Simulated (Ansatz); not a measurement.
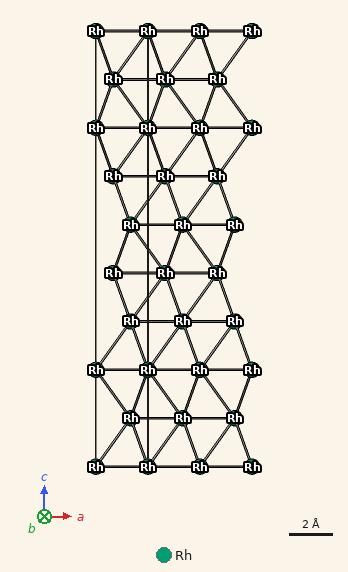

This is the input geometry for a relaxation of solid Rh (built on the samarium (9R)_166 type) (coarse preliminary run). A ball-and-stick model of the conventional cell (3 times the calculation's cell), repeated 3 × 1 × 1 with one cell outlined, seen along the b axis. Lengths and directions refer to the drawn axes.

Case: samarium (9R) type (R-3m, No. 166).

These are results of DFT PBEsol, scalar-relativistic, plane waves, PAW (Ansatz 0.2.0), not measurements.

Input
```yaml
crystal:
  lattice:
    - [1.4210446743, 0.8204405252, 6.8678197437]
    - [-1.4210446743, 0.8204405252, 6.8678197437]
    - [0.0, -1.6408810505, 6.8678197437]
  atoms:
    - { symbol: Rh, position: [0.0, 0.0, 0.0] }
    - { symbol: Rh, position: [0.22222, 0.22222, 0.22222] }
    - { symbol: Rh, position: [0.77778, 0.77778, 0.77778] }
basis:
  ecutwfc: 420
kpoints:
  mp_grid: { grid: [9, 9, 9] }
hamiltonian:
  xc: pbesol
scf:
  occupations: { method: gaussian, width: 0.1 }
  lower_state_search: "off"
output:
  forces: true
  stress: true
  eigenvalues: true
relax:
  adjacent_minimum: "off"
  f_tol: 0.04
  max_steps: 70
  cell: { stress_tol: 0.4 }
```

Q: Predict the outcome.

A: The energy falls by 0.886 eV per cell of the calculation in 3 accepted moves (4 points after the start). The largest force component goes from 0.097 to 0.0028 eV/Å. The pressure goes from −31.93 to −0.11 GPa. At 1 point the geometry stayed and the basis and grid were re-selected for the new cell (energy shift of 3.6 meV per cell of the calculation at most each time). The largest moves relative to the cell, 0.008 Å, are those of Rh2 and Rh3. Rh2 goes along +c. The drawn cell changes as follows: a = b 2.842 → 2.680 Å (−5.7 %), c 20.603 → 19.587 Å (−4.9 %); the volume changes by −15.5 %. Some distances before and after: Rh1–Rh1 2.842 → 2.680 Å, Rh1–Rh2 2.817 → 2.664 Å, Rh2–Rh3 2.817 → 2.683 Å. The space group stays R-3m (No. 166).

The structure at the end:

```
Rh
1.0
     1.34010    0.77371    6.52895
    -1.34010    0.77371    6.52895
     0.00000   -1.54742    6.52895
Rh
3
Direct
  0.00000 0.00000 0.00000
  0.22261 0.22261 0.22261
  0.77739 0.77739 0.77739
```

After the run, drawn alike:

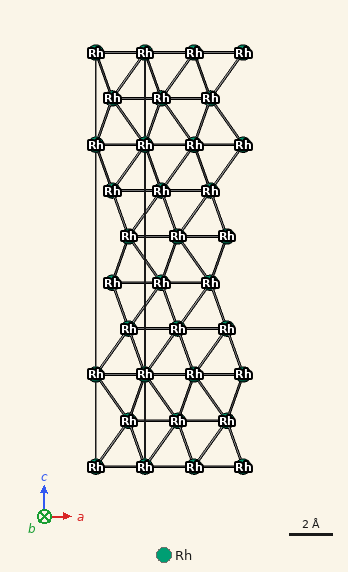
